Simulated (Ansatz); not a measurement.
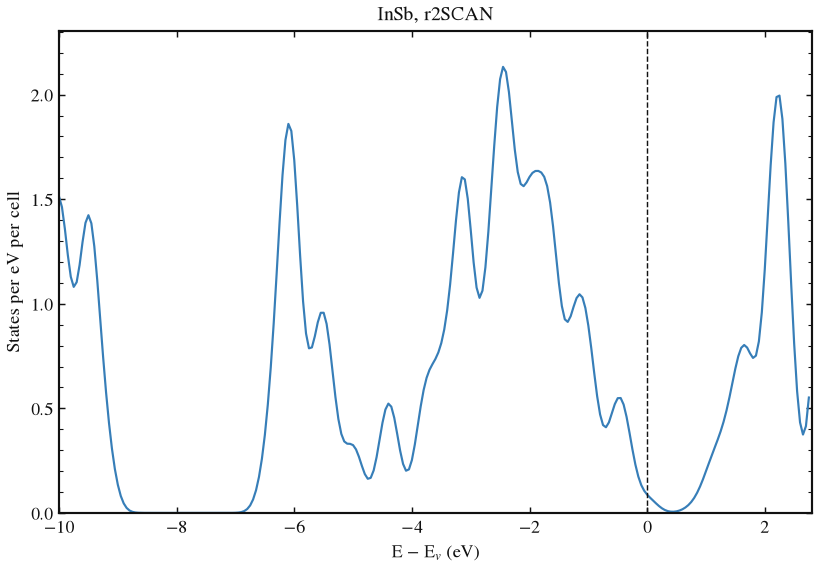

Density of states of InSb, space group F-43m (No. 216), 2 atoms in the cell, zincblende type, hydrostatic strain −4.0%. Level of theory: DFT, r2SCAN, plane waves, PAW, no spin polarisation, 6×6×6 k mesh; code Ansatz 0.2.0. Energies are counted from the top of the valence band. The curve is built from the levels of the k mesh with Gaussians 0.4 eV wide, which also blur the band edges.

There is a gap; over the k points computed it is 0.77 eV (direct among those points). The upper group of valence states starts about 6.5 eV under the valence-band top, with a gap beneath it; it holds about 6 electrons a cell.

The cell is at 7 GPa in this functional. Spin-orbit coupling is left out, which matters for Sb.
